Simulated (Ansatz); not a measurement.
Al6Ru

The calculation's input:

```
crystal:
  lattice:
    - [3.7266467289, -3.2676271012, 0.0]
    - [3.7266467289, 3.2676271012, 0.0]
    - [0.0, 0.0, 8.9408623229]
  atoms:
    - { symbol: Al, position: [0.3196302109, 0.3196302109, 0.0] }
    - { symbol: Al, position: [0.6803697891, 0.6803697891, 0.5] }
    - { symbol: Al, position: [0.6803697891, 0.6803697891, 0.0] }
    - { symbol: Al, position: [0.3196302109, 0.3196302109, 0.5] }
    - { symbol: Al, position: [0.8570133594, 0.1429866406, 0.0984224312] }
    - { symbol: Al, position: [0.1429866406, 0.8570133594, 0.5984224312] }
    - { symbol: Al, position: [0.8570133594, 0.1429866406, 0.4015775688] }
    - { symbol: Al, position: [0.1429866406, 0.8570133594, 0.9015775688] }
    - { symbol: Al, position: [0.0215527273, 0.6178939395, 0.25] }
    - { symbol: Al, position: [0.9784472727, 0.3821060605, 0.75] }
    - { symbol: Al, position: [0.3821060605, 0.9784472727, 0.25] }
    - { symbol: Al, position: [0.6178939395, 0.0215527273, 0.75] }
    - { symbol: Ru, position: [0.5355762211, 0.4644237789, 0.25] }
    - { symbol: Ru, position: [0.4644237789, 0.5355762211, 0.75] }
basis:
  ecutwfc: 420
kpoints:
  mp_grid: { grid: [8, 8, 4] }
  band_path:
    path:
      - [[0.0, 0.0, 0.0], [0.5, 0.5, 0.0], [0.44220671, 0.55779329, 0.0]]
      - [[-0.44220671, 0.44220671, 0.0], [0.0, 0.0, 0.0], [0.0, 0.0, 0.5], [-0.44220671, 0.44220671, 0.5]]
      - [[0.44220671, 0.55779329, 0.5], [0.5, 0.5, 0.5], [0.5, 0.5, 0.0]]
      - [[0.0, 0.0, 0.0], [0.0, 0.5, 0.0], [0.0, 0.5, 0.5], [0.0, 0.0, 0.5], [0.5, 0.5, 0.5]]
    npoints: 10
hamiltonian:
  xc: pbesol
scf:
  occupations: { method: gaussian, width: 0.1 }
  n_extra_bands: 35
output:
  forces: true
  stress: true
  eigenvalues: true
  populations: true
  dos: { projected: true, de: 0.02, nscf_kmesh: { grid: [12, 12, 6] } }
  bader: false
  write_density: true
  write_potential: true
  elf: true
  volumetric_format: npy
```

Launched as:

```sh
ansatz run input.yaml --threads 4 --pin off --max-ram 10240MiB --backend cpu --events-out ev --progress --plain --runs-dir out
```

Below, planes, directions and counts refer to the conventional cell (a = 7.45 Å, b = 6.54 Å, c = 8.94 Å, α = 90.00°, β = 90.00°, γ = 90.00°).

Space group Cmcm; a structure from a database of computed crystals, not necessarily the ambient phase; computed without spin polarisation.

All numbers below come from DFT PBEsol, scalar-relativistic, plane waves, PAW in Ansatz.

> What can the converged valence pseudo-density and electron localisation function tell about the bonding?

Al–Ru (2.56 Å): ρ at the midpoint is about 0.4 e/Å³; the ELF is about 0.45 at the midpoint.
Al–Ru (2.62 Å): ρ is about 0.37 e/Å³ halfway; the ELF is about 0.45 at the midpoint.
Al–Al (2.69 Å): the density is about 0.24 e/Å³ at the midpoint; the ELF peaks at about 0.70 between the atoms.

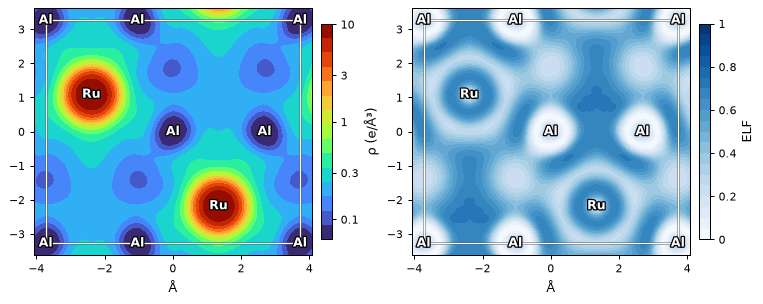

Computed valence pseudo-density and electron localisation function on the (001) plane of the conventional cell, in this order. 

The density is the valence pseudo-density of a PAW calculation; it isn't the true density close to the nuclei.
